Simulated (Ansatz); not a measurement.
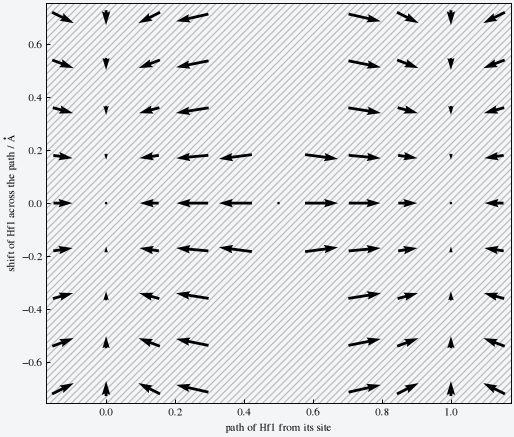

HfS₂ (P-3m1 phase) with one Hf vacancy (11 atoms in the cell, cell charge −4). 
- An atom moved over a plane that holds its own site and a neighbouring vacancy (x along [1 −1 2], y along [1 3 2], z along [−1 0 0] of the conventional cell).
- Coordinates scanned: (1) path of Hf1 from its site (0) to the vacancy (1), 3.593 Å; (2) shift of Hf1 across the path, along the Cartesian direction [2 1 0].
- Nothing is relaxed (all other atoms held at the sites of the perfect crystal).
- The scan uses an 11 × 9 grid; 18 points were computed and 61 follow by symmetry. At 20 points there is no value (left out of the scan, as a rule where atoms come close).
- Points are written as (first, second).
- The band gap closes in part of the range. The cell is charged on a uniform background, without a charge correction.
- All numbers below come from DFT PBEsol, scalar-relativistic, plane waves, PAW (Ansatz). Settings: cutoff 420 eV, k-mesh 4×4×4, gaussian smearing 0.05 eV, no spin polarisation.

Drawn: arrows along the force (downhill), their lengths compressed, hatched blanks where no value was computed.

> The arrows alone are given. Where are the wells?

The arrows converge at (0.000, 0.000 Å) [nearest 6 S at 2.53 Å]; (1.000, 0.000 Å) [nearest 6 S at 2.53 Å] (read from the interpolated surface).

The energy map of the same scan:

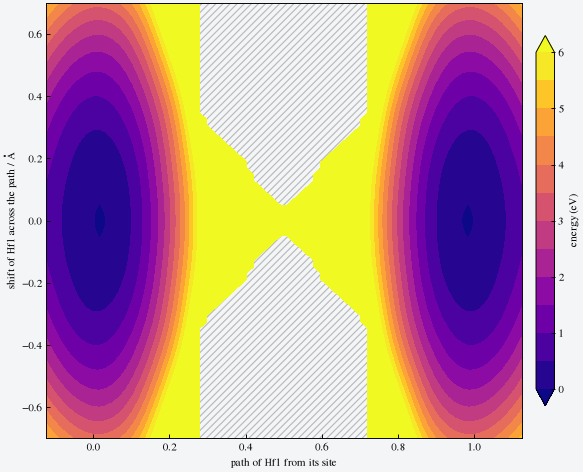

Energies are in eV, from the lowest grid point; between grid points the surface is interpolated.
